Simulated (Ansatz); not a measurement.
Consider Ge.

The calculation's input:

```
crystal:
  lattice:
    - [2.7137598636, 0.0, 0.0]
    - [0.0, 2.7137598636, 0.0]
    - [0.0, 0.0, 2.7137598636]
  atoms:
    - { symbol: Ge, position: [0.0, 0.0, 0.0] }
hamiltonian:
  xc: pbe
  pseudopotentials:
    kind: paw
    azcp:
      Ge: "pseudopotentials/Ge.paw.azcp"
basis:
  ecutwfc: 420
  fft_grid_basis: typed
kpoints:
  mp_grid: { grid: [6, 6, 6], shift: [0, 0, 0] }
magnetization:
  spin_polarized: false
scf:
  occupations: { method: fermi_dirac, width: 0.1 }
output:
  write_density: true
  write_potential: true
  elf: true
  volumetric_format: npy
```

Run with:

```sh
ansatz run input.yaml --threads 4 --pin off --max-ram 8192MiB --backend cpu --events-out ev --progress --plain --runs-dir out
```

Below, planes, directions and counts refer to the conventional cell (a = 2.71 Å, b = 2.71 Å, c = 2.71 Å, α = 90.00°, β = 90.00°, γ = 90.00°).

Space group Pm-3m; set up as Ge, simple cubic; a generated structure, not necessarily the stable one.

Computed with DFT, PBE, plane waves (420 eV) with PAW, scalar-relativistic (Ansatz 0.2.0).

What can the converged electron localisation function tell about the bonding?

Answer. Ge–Ge (2.71 Å): the ELF reaches about 0.60 near the midpoint.

Metal or insulator at this level of theory?

Answer. It is gapless in this calculation (a metal or semimetal).

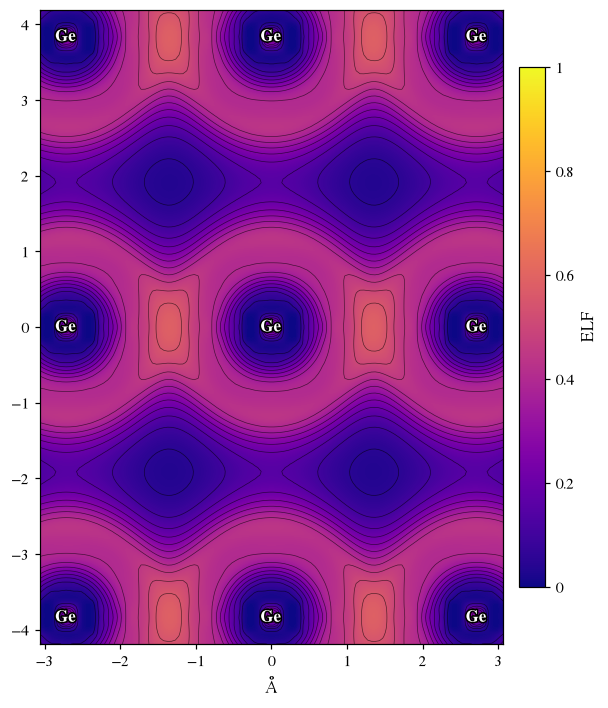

Computed electron localisation function on the (011) plane of the conventional cell. 

Core electrons are frozen (PAW), and the valence fields are smoothed inside the atomic spheres.
